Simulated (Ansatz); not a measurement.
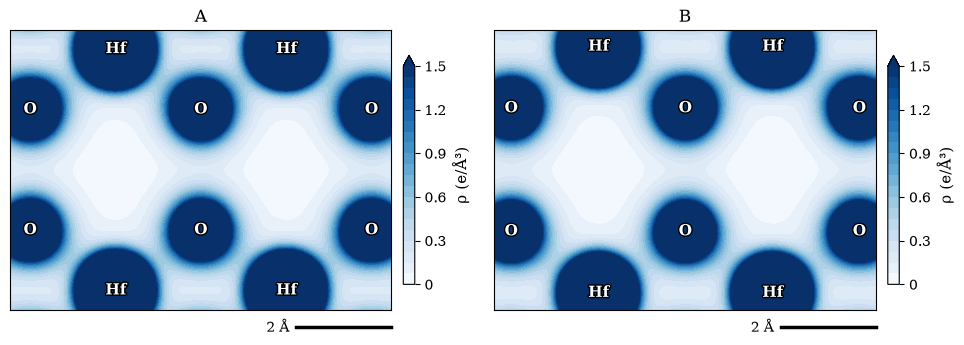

HfO2. The valence charge density (pseudo) of two cells that differ in size, on the (101̄) plane of each (indices in the axes of the calculation cell), at one length scale and on one colour scale; one has 10.9 and the other 11.6 Å³ an atom.

Computed with Kohn-Sham DFT of a periodic cell, LDA, Ansatz PAW (Ansatz 0.2.0).

The larger cell:

```
Hf O
1.0
     0.00000    2.59116    2.59116
     2.59116    0.00000    2.59116
     2.59116    2.59116    0.00000
Hf O
1 2
Cartesian
  0.0000 0.0000 0.0000
  3.8867 3.8867 3.8867
  1.2956 1.2956 1.2956
```

The smaller cell: a = 3.593 Å, b = 3.593 Å, c = 3.593 Å, α = 60.00°, β = 60.00°, γ = 60.00°.

**Which is the denser cell? Describe the effect of the change.**

Panel A is the smaller cell, by 6 % in volume. From the larger cell to the smaller, Hf–O goes from 2.24 to 2.20 Å, and the density at its midpoint from 0.52 to 0.57 e/Å³; the pressure goes from −24 to −12 GPa; the Kohn–Sham gap goes from 3.5 eV to 3.7 eV.
